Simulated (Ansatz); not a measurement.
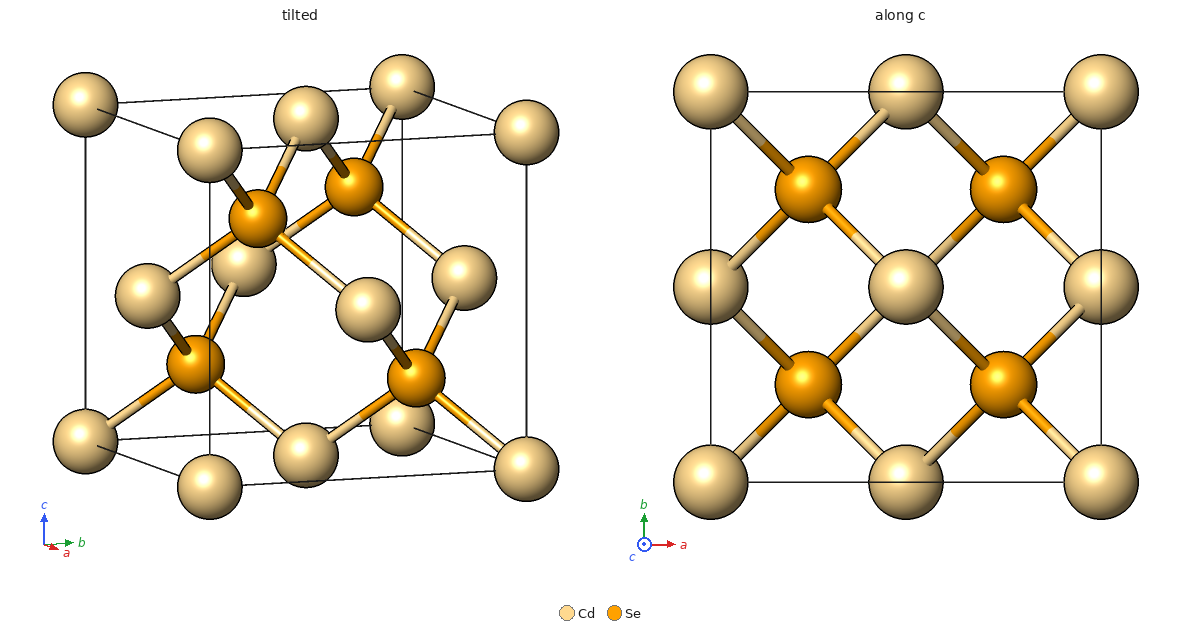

The structure above is drawn in ball-and-stick style and viewed slightly off an axis and along the c axis. The edges of the conventional unit cell are marked.

CdSe, space group F-43m (No. 216), a = 6.14 Å, b = 6.14 Å, c = 6.14 Å, α = 90.00°, β = 90.00°, γ = 90.00°.

Computational set-up: G0W0 on HSE06, plane waves, PAW (Ansatz), an energy cutoff of 420 eV, k-points about 0.44 Å⁻¹ apart, no spin polarisation.

What is the electronic character?

A semiconductor at this level, with a gap of 1.50 eV, direct.

The cell started as a structure listed in the Materials Project. Earlier steps of the study may have refined or changed the cell and positions. An electronic-structure calculation with Ansatz was run on it.
